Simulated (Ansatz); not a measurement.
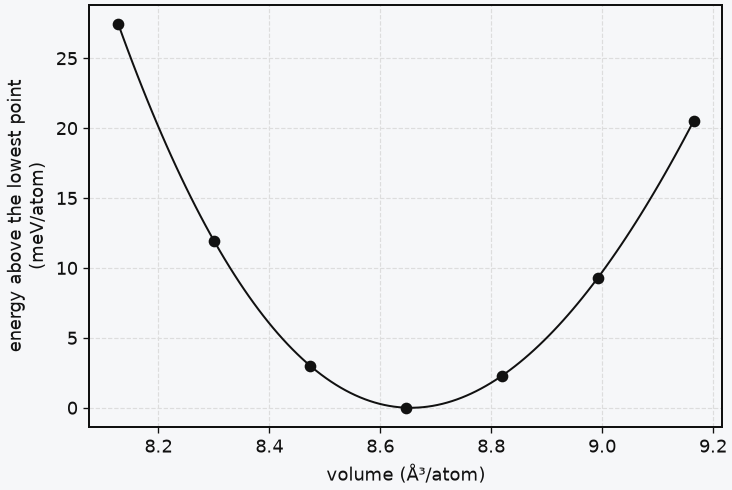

Plotted: energy above the lowest point against volume for MnO, space group Fm-3m (No. 225) (one of a set of cubic test structures, which need not be the stable phase).

Method: equation of state of a cubic crystal from periodic Kohn-Sham density functional theory without spin, third-order Birch-Murnaghan fit to the free energies; pressure corrected for the finite basis (Ansatz 0.2.0 development build). Level: PBE.

```csv
setting,value
structure type,rock salt
atoms in cell,2
space group number,225
lattice centring,face-centred primitive
k mesh,23×23×23
occupation method,Fermi–Dirac
occupation width,0.06123 eV
wave cutoff,420 eV
datasets,soft-1 PAW
density tolerance,1e-07 eV
bands,15
density cutoff ratio,4
search for lower states,default
```

**Give the fitted equation-of-state parameters.**

A third-order Birch–Murnaghan fit gives V0 = 8.65 Å³/atom, B0 = 243 GPa and B′ = 4.6.

Caveats: known magnet treated without spin, far from its ground state.
